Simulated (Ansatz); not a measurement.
## Geometry relaxation, with input and output: Mo₅Si (part 2 of 2)

Mo₅Si (slab, 6 atoms in the cell); DFT LDA, scalar-relativistic, plane waves, PAW, no spin polarisation (Ansatz 0.2.0); cutoff 420 eV, 9×9×1 k-mesh, Gaussian smearing of 0.1 eV. The structure derives from an entry of the Crystallography Open Database. The input holds or restrains some coordinates. Forces given for the steps count only the free coordinates.

Geometry of the input (Å; fractional positions):
```
3.1113  0.0000  0.0000
0.0000  3.1113  0.0000
0.0000  0.0000  25.2226
Mo 0.5000  0.5000  0.3370
Mo 0.0000  0.0000  0.3987
Mo 0.5000  0.5000  0.4588
Mo 0.0000  0.0000  0.5229
Mo 0.5000  0.5000  0.5771
Si 0.0000  0.5000  0.6628
```

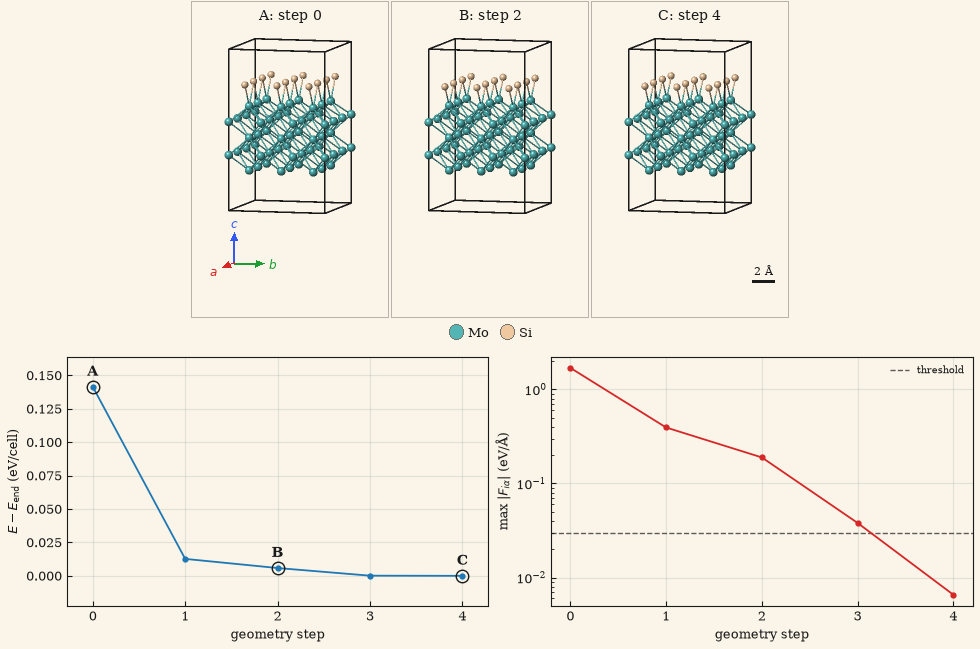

**Figure 1.** Frames of the restrained relaxation (ball-and-stick view of the 3 × 3 repeat of the cell, with the vacuum cut short, seen slightly off an axis) above the curves, on which the letters mark them (the first geometry is step 0 here and step 1 in the log).

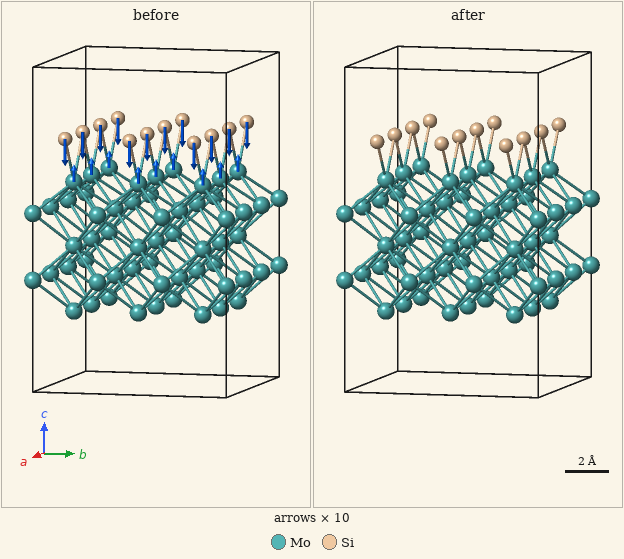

**Figure 2.** Before (left) and after (right) the restrained relaxation, at one scale (ball-and-stick view of the 3 × 3 repeat of the cell, with the vacuum cut short, seen slightly off an axis). The blue arrows give the displacements, magnified 10 times. Over 4 geometry steps the energy falls by 0.141 eV per cell of the calculation. Largest force component: 1.7 eV/Å at the start, 0.0066 eV/Å at the end. Si6 moves most: 0.13 Å. Largest moves by element: Si 0.13 Å, Mo 0.08 Å. The lattice vectors keep their values. Among the contacts that change: Mo5–Si6 2.662 → 2.495 Å, Mo4–Mo5 2.591 → 2.644 Å, Mo3–Mo4 2.730 → 2.719 Å. Among the angles that change: Mo5–Si6–Mo5 71.5° → 77.2°, Si6–Mo5–Si6 71.5° → 77.2°, Mo4–Mo5–Mo4 116.2° → 112.6°. (Atoms are counted from 1 in the order of the input.)

```
WARN: The output density's exchange-correlation potential varies sharply where the density is thin. Do not read a vacuum level from v_tot or v_xc, or from such a field of the output density. On a cell that repeats whose density bears no net charge and no dipole along the vacuum's axis use v_es (v_loc + v_h of the components); under efield.dipole_correction with no amplitude use v_es + v_field, which holds any external_charges[].barrier, or the levels of the report's work_function block, which leave it out; under a non-zero efield.amplitude the vacuum is tilted and has no level; on a cell that repeats and bears such a dipole with no correction it is tilted too, and efield.dipole_correction with no amplitude gives each side of its ramp a level where efield: is served; in a cell that repeats whose density bears a net charge (total_charge, or a fill off its count) it is curved and has none; of a slab under crystal.periodic whose density bears no net charge use v_es, which has a level on each side, short of where the two are joined; of another it falls or rises all the way out and has none; of a slab beside external_charges read slab_vacuum_level instead, which it has where they leave it neutral. The grid or the basis barely resolves most such structure, and the values can differ between equally converged runs; as a rule a tighter scf.convergence.dr2_threshold does not remove it. Where the density itself ripples (under the LDA too) a higher basis.ecutwfc lessens it. The files hold the spikes' plane waves up to the density's cutoff. Files: v_tot_of_output_density and the like, and their columns of v_z.tsv (output.write_potential); v_xc_of_output_density and the like, and their columns of v_comp_z.tsv (output.write_potential_components). Measured: with its Gaussian average of σ = 0.25 Å subtracted twice, the exchange-correlation potential is over 0.1 eV at 69 of the grid points where the equally averaged density (valence and model cores) is under 1e-3 e/Å³, and 0.180 eV at the most among them, at an averaged density of 2.8e-5 e/Å³. The input density's (outcome.potential() and, of a run that writes arrays, v_tot and v_xc) is over 0.1 eV, so measured, at 70 points of its own thin density, 0.180 eV at the most. See output.write_potential in the manual, Limitations
SCF converged after 6 iterations
Free energy (F): -24818.532648 eV
Harris-Foulkes:  -24818.532648 eV  (|F-HF|=6.50e-9)
Internal energy: -24818.497755 eV  (E = F + TS)
E sigma→0 (E₀):  -24818.515201 eV
Entropy (-TS):   -0.034893 eV (-5.816 meV/atom)
Fermi energy:    4.292762 eV
Dipole field:    D = -0.033246 V/Å  (p = -0.044860 e·Å, saw-weighted, corrected)
Work function:   Φ+ = 5.2109 eV   Φ− = 4.3723 eV
Levels:          The Fermi level and band energies are counted from a zero that moves with the ramp; work functions are not
--- Per-component energies (eV) ---
  E_band       = -1427.826663
  E_kinetic    = 2244.537920
  E_local      = -99935.734318  (includes V_loc(G=0)·N_el)
  E_nonlocal   = 769.681846
  E_hartree    = 48710.938279
  E_xc         = -963.016605
  E_vxc        = -1185.279052  (∫ρ·V_xc dr)
  E_paw        = -15933.640427  (= ΣΔE_a)
  E_vpaw       = -741.089384  (= ΣTr[D̂ρ^β])
  E_aug_tail   = 0.000162  (compensation charges beyond the density's cutoff)
  E_efield     = 0.000746  (sawtooth field / dipole correction)
  E_vefield    = -1.843906  (∫n·V_field dr)
  E_ewald      = 40286.286231
  E_core_change = 2.448412  (= ΣΔE_core)
  E_smearing   = -0.034893  (= −TS)
  E_closure    = -0.000000  (closes the sum)
  Σ components = -24818.532648   (vs F -24818.532648, Δ=0.00e0)
--- Forces (eV/Å), atoms counted from 1 ---
  atom   1  Mo     0.00000000     0.00000000     1.27530094
  atom   2  Mo     0.00000000     0.00000000    -1.27683528
  atom   3  Mo     0.00000000     0.00000000     0.00344681
  atom   4  Mo     0.00000000     0.00000000    -0.00656930
  atom   5  Mo     0.00000000     0.00000000     0.00257701
  atom   6  Si     0.00000000     0.00000000     0.00202110
  max |Σ_I F_I| component: 5.87e-5 eV/Å
--- Band table (eV; the first three rows and the last of 25) ---
  k-point 0: bands = ["-56.7552", "-56.4981", "-56.3700", "-56.2472", "-55.9544", "-31.0787", "-31.0054", "-31.0045", "-30.8601", "-30.6429", "-30.6389", "-30.6294", "-30.3870", "-30.3870", "-30.2474", "-30.0639", "-30.0610", "-29.9706", "-29.8393", "-29.8223", "-4.5667", "-2.2035", "-1.0164", "-0.7603", "-0.5252", "0.0743", "0.5401", "0.7237", "1.8042", "2.9832", "3.0026", "3.2268", "3.2811", "3.4431", "3.5129", "3.9699", "4.1291", "4.2004", "4.2078", "4.2248", "5.4073", "5.4689", "5.6021", "5.6360", "6.4338"]
  k-point 1: bands = ["-56.7411", "-56.4904", "-56.3666", "-56.2545", "-55.9587", "-31.1186", "-31.0936", "-30.9767", "-30.8153", "-30.7428", "-30.6238", "-30.5372", "-30.4748", "-30.3846", "-30.1705", "-30.1143", "-30.0791", "-29.9466", "-29.8593", "-29.8408", "-4.4047", "-1.9585", "-0.8314", "-0.5686", "-0.3979", "0.1364", "0.6691", "0.7750", "1.9191", "2.6642", "2.7163", "2.8590", "3.4563", "3.5072", "3.6123", "3.6557", "3.7666", "4.2896", "4.7219", "4.8758", "4.9071", "5.2146", "5.7293", "6.2752", "6.2859"]
  k-point 2: bands = ["-56.7027", "-56.4708", "-56.3576", "-56.2752", "-55.9706", "-31.2514", "-31.2109", "-30.8954", "-30.8446", "-30.8056", "-30.5716", "-30.5518", "-30.4976", "-30.3799", "-30.1734", "-30.1317", "-30.1048", "-29.9286", "-29.9143", "-29.8669", "-3.9432", "-1.3238", "-0.4781", "-0.3446", "0.0737", "0.2984", "0.4749", "1.4645", "2.0537", "2.0874", "2.6136", "2.8992", "3.1543", "3.2743", "3.3508", "3.4605", "4.0033", "4.6088", "4.7443", "5.0657", "5.1445", "5.2970", "5.4366", "5.7859", "6.3834"]
  k-point 24: bands = ["-56.5805", "-56.4147", "-56.3116", "-56.3081", "-55.9738", "-31.4563", "-31.4393", "-31.0690", "-31.0199", "-30.7881", "-30.7641", "-30.6403", "-30.5030", "-30.4832", "-30.4660", "-30.1737", "-30.1680", "-30.1571", "-29.9257", "-29.9087", "-1.0491", "-0.4718", "-0.4254", "0.6529", "0.8777", "0.9524", "1.1133", "1.3578", "1.4721", "2.0018", "2.1949", "2.2586", "2.8720", "3.4308", "3.8175", "4.3887", "5.2474", "5.5953", "5.7885", "5.9429", "6.2571", "6.3113", "6.7447", "6.7693", "6.8195"]
--- Relaxed structure (5 steps of the walk, 5 accepted, 0 SCFs on fresh bases) ---
  F+E_penalty+E_count = -24818.53264764 eV   max|allowed force component| = 6.569e-3 eV/Å
  atoms:
    - { symbol: Mo, position: [0.5, 0.5, 0.33699869979999997] }
    - { symbol: Mo, position: [0.0, 0.0, 0.39867589699999995] }
    - { symbol: Mo, position: [0.5, 0.5, 0.4588820970940496] }
    - { symbol: Mo, position: [0.0, 0.0, 0.5222157907016878] }
    - { symbol: Mo, position: [0.5, 0.5, 0.5803904626722874] }
    - { symbol: Si, position: [0.0, 0.5, 0.6577128469393165] }
```

**Trajectory as extended XYZ (Å, eV, eV/Å), 5 frames, from step=1 to step=5**
```
6
Lattice="3.1113 0.0000 0.0000 0.0000 3.1113 0.0000 0.0000 0.0000 25.2226" Properties=species:S:1:pos:R:3:forces:R:3 step=1 energy=-24818.39117
Mo    1.5557    1.5557    8.5000    0.0000   0.0000   1.2098
Mo    0.0000    0.0000   10.0557    0.0000   0.0000  -1.2054
Mo    1.5557    1.5557   11.5715    0.0000   0.0000  -0.1001
Mo    0.0000    0.0000   13.1880    0.0000   0.0000  -0.6836
Mo    1.5557    1.5557   14.5571    0.0000   0.0000   1.6953
Si    0.0000    1.5557   16.7171    0.0000   0.0000  -0.9156
6
Lattice="3.1113 0.0000 0.0000 0.0000 3.1113 0.0000 0.0000 0.0000 25.2226" Properties=species:S:1:pos:R:3:forces:R:3 step=2 energy=-24818.51997
Mo    1.5557    1.5557    8.5000    0.0000   0.0000   1.2912
Mo    0.0000    0.0000   10.0557    0.0000   0.0000  -1.2584
Mo    1.5557    1.5557   11.5688    0.0000   0.0000   0.3722
Mo    0.0000    0.0000   13.1944    0.0000   0.0000  -0.0284
Mo    1.5557    1.5557   14.6972    0.0000   0.0000  -0.3939
Si    0.0000    1.5557   16.6368    0.0000   0.0000   0.0176
6
Lattice="3.1113 0.0000 0.0000 0.0000 3.1113 0.0000 0.0000 0.0000 25.2226" Properties=species:S:1:pos:R:3:forces:R:3 step=3 energy=-24818.52681
Mo    1.5557    1.5557    8.5000    0.0000   0.0000   1.2453
Mo    0.0000    0.0000   10.0557    0.0000   0.0000  -1.3994
Mo    1.5557    1.5557   11.5705    0.0000   0.0000  -0.1881
Mo    0.0000    0.0000   13.1420    0.0000   0.0000   0.1893
Mo    1.5557    1.5557   14.6058    0.0000   0.0000   0.0371
Si    0.0000    1.5557   16.5403    0.0000   0.0000   0.1158
6
Lattice="3.1113 0.0000 0.0000 0.0000 3.1113 0.0000 0.0000 0.0000 25.2226" Properties=species:S:1:pos:R:3:forces:R:3 step=4 energy=-24818.53253
Mo    1.5557    1.5557    8.5000    0.0000   0.0000   1.2768
Mo    0.0000    0.0000   10.0557    0.0000   0.0000  -1.2749
Mo    1.5557    1.5557   11.5744    0.0000   0.0000   0.0002
Mo    0.0000    0.0000   13.1717    0.0000   0.0000  -0.0041
Mo    1.5557    1.5557   14.6400    0.0000   0.0000  -0.0362
Si    0.0000    1.5557   16.5844    0.0000   0.0000   0.0381
6
Lattice="3.1113 0.0000 0.0000 0.0000 3.1113 0.0000 0.0000 0.0000 25.2226" Properties=species:S:1:pos:R:3:forces:R:3 step=5 energy=-24818.53265
Mo    1.5557    1.5557    8.5000    0.0000   0.0000   1.2753
Mo    0.0000    0.0000   10.0557    0.0000   0.0000  -1.2768
Mo    1.5557    1.5557   11.5742    0.0000   0.0000   0.0034
Mo    0.0000    0.0000   13.1717    0.0000   0.0000  -0.0066
Mo    1.5557    1.5557   14.6390    0.0000   0.0000   0.0026
Si    0.0000    1.5557   16.5893    0.0000   0.0000   0.0020
```

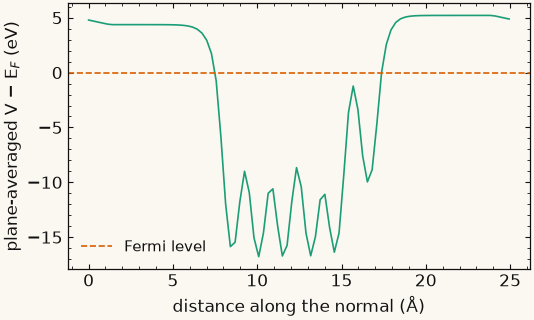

**Figure 3.** Plane average of the electrostatic potential energy of an electron across the cell, from the Fermi level. The vacuum level lies 5.21 eV above the Fermi level on the upper side and 4.37 eV on the lower.

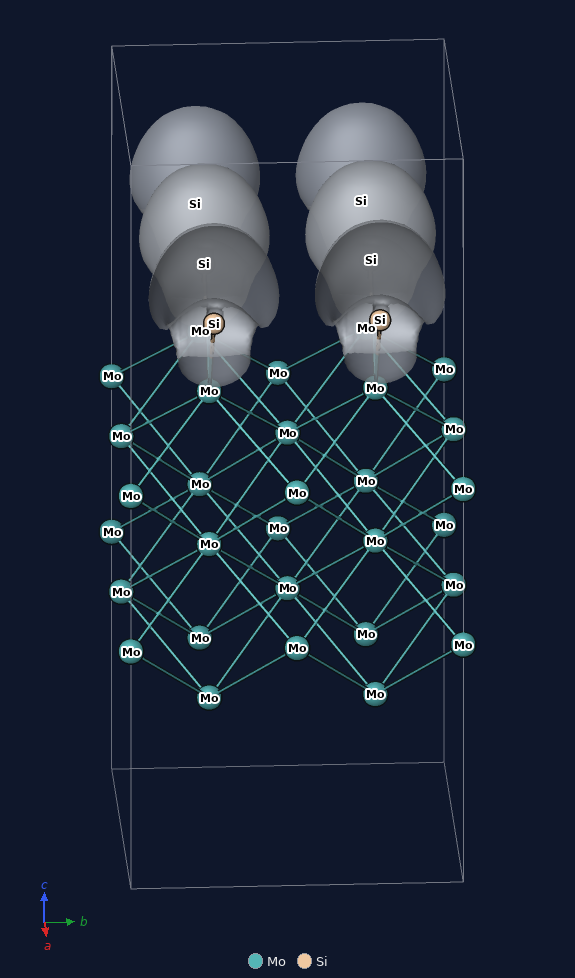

**Figure 4.** Isosurface of the ELF at 0.65 (grey), seen at an oblique angle. Only the valence region is drawn (cores and ρ < 0.01 e/Å³ removed). Sticks mark near contacts. Profiles from the grid: Si–Mo (2.49 Å): the ELF is about 0.45 at the midpoint. Mo–Mo (2.64 Å): the ELF is about 0.30 at the midpoint; no shared electron pair. In a PAW calculation such maps are meaningful between the atoms, not at the nuclei.

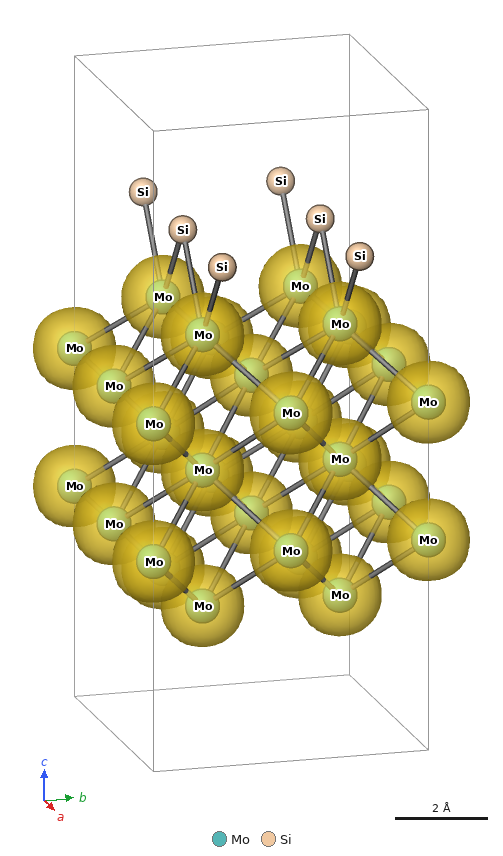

**Figure 5.** Isosurface of the valence pseudo-density at 1 e/Å³ (yellow), seen slightly off an axis. Sticks mark near contacts. At this value the density breaks into separate islands; it holds about 60 % of the electrons treated as valence (semicore included). It is pinched off along the Si–Mo (2.49 Å), Mo–Mo (2.64 Å) and Mo–Mo (2.69 Å) contacts. On the grid the lowest density along these lines, outside the cores, is 0.46 e/Å³ (Si–Mo, 2.49 Å), 0.44 e/Å³ (Mo–Mo, 2.64 Å) and 0.41 e/Å³ (Mo–Mo, 2.69 Å).

**Summary**

| quantity | value |
| --- | --- |
| outcome | converged under the restraints of the input |
| electrons treated | 74 |
| free energy | −24818.5326 eV |
| work function, top face | 5.21 eV |
| work function, bottom face | 4.37 eV |
| Fermi energy | 4.293 eV |
| gap on the k-point mesh | none (metallic) |
| final volume | 244.16 Å³ |
| work function (upper face) | 5.21 eV |
| largest force (length of the vector) at the end, held atoms and coordinates included | 1.277 eV/Å |
| hardware | 1 thread of Arm Neoverse V2, 128 GiB of memory available, shared host |
| wall time | 2.8 min |
| peak memory | 0.5 GiB |

**Notes**

The program warns: the exchange-correlation potential is rough where the density is thin.
